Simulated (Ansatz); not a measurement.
# Ga17N18 (cell charge −3, with a compensating background) (cell with a defect): what the fields show

```
CELL_PARAMETERS angstrom
0.00000 -5.57448 5.24303
4.82764 2.78724 5.24303
-4.82764 2.78724 5.24303
ATOMIC_POSITIONS crystal
Ga 0.72532 0.39198 0.39189
Ga 0.44742 0.44553 0.10373
Ga 0.77887 0.77039 0.44742
Ga 0.10373 0.44553 0.44742
Ga 0.44742 0.77039 0.77887
Ga 0.77887 0.11409 0.10373
Ga 0.10523 0.77190 0.10523
Ga 0.44388 0.11054 0.44388
Ga 0.10373 0.11409 0.77887
Ga 0.39189 0.39198 0.72532
Ga 0.72645 0.72079 0.05412
Ga 0.05412 0.39311 0.05412
Ga 0.38753 0.71967 0.38753
Ga 0.72532 0.05855 0.72532
Ga 0.05412 0.72079 0.72645
Ga 0.38753 0.05420 0.05301
Ga 0.05301 0.05420 0.38753
N 0.56855 0.23522 0.56855
N 0.23558 0.23562 0.90295
N 0.56896 0.56962 0.23558
N 0.90295 0.23562 0.23558
N 0.23558 0.56962 0.56896
N 0.56896 0.90225 0.90295
N 0.91754 0.58421 0.91754
N 0.23480 0.90147 0.23480
N 0.90295 0.90225 0.56896
N 0.85207 0.51874 0.49484
N 0.49484 0.51874 0.85207
N 0.84436 0.85291 0.18624
N 0.18624 0.51103 0.18624
N 0.51294 0.84717 0.51294
N 0.85207 0.16150 0.85207
N 0.18624 0.85291 0.84436
N 0.51294 0.17961 0.18050
N 0.18050 0.17961 0.51294
```

Theory: DFT PBE, scalar-relativistic, plane waves, PAW in Ansatz 0.2.0.

Core electrons are frozen (PAW), and the valence fields are smoothed inside the atomic spheres.

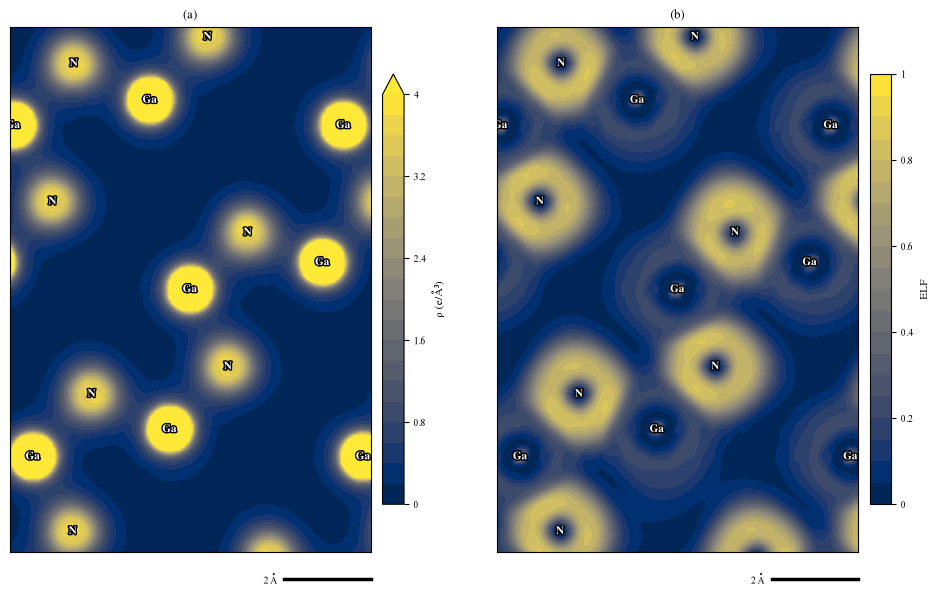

Figure 1. (a) valence electron density; (b) ELF on the (011̄) plane of the calculation cell.

Question: Interpret the plot.

Answer: The section cuts through Ga and N sites.
Ga–N (1.87 Å): the density is about 0.86 e/Å³ at the midpoint; the ELF peaks at about 0.80 in the valence shell of N, 0.7 Å from its nucleus, and is about 0.50 at the midpoint.
Ga–N (1.98 Å): ρ is about 0.7 e/Å³ halfway; the ELF peaks at about 0.85 in the valence shell of N, 0.7 Å from its nucleus, and is about 0.45 at the midpoint.
Ga–N (1.99 Å): ρ at the midpoint is about 0.69 e/Å³; the ELF peaks at about 0.85 in the valence shell of N, 0.7 Å from its nucleus, and is about 0.45 at the midpoint.
The density dies away to nearly zero in the voids.

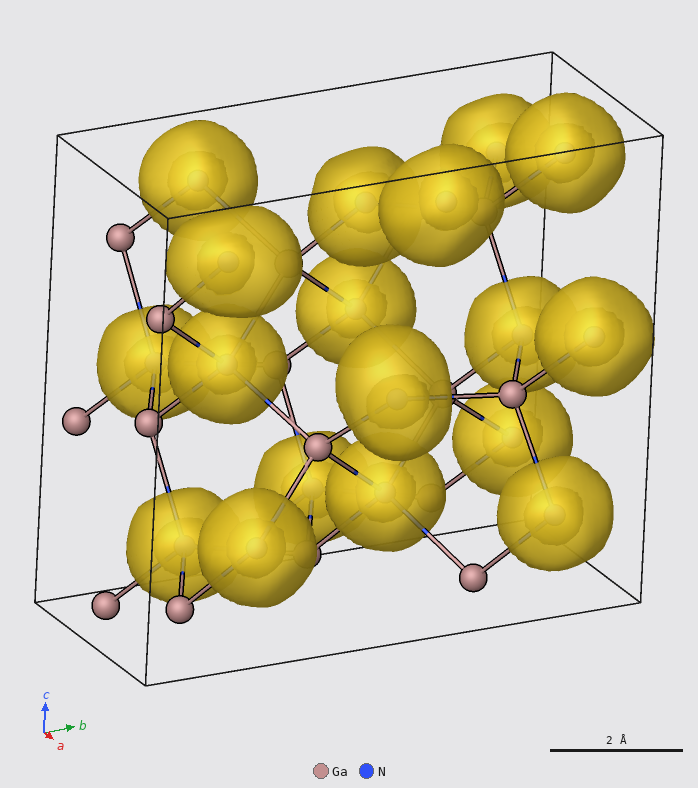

Figure 2. Isosurface of the electron localisation function at 0.7 (yellow), seen slightly off an axis. Only the valence region is drawn (cores and ρ < 0.01 e/Å³ removed). Sticks mark near contacts.

Question: Describe the localisation domains.

Answer: At this value the surface marks out 18 regions wrapped around N (the valence shell of each), counted in one cell of 35 atoms. Regions shared between cells count once. Along the contacts the grid gives the following. Ga–N (1.96 Å): the ELF peaks at about 0.85 in the valence shell of N, 0.7 Å from its nucleus, and is about 0.50 at the midpoint.

Question: Does the calculation make it a metal, or give it a gap?

Answer: It is gapped, with a Kohn–Sham gap of 2.2 eV on the k-point mesh (the band edges may lie off the mesh, which would make the gap smaller).
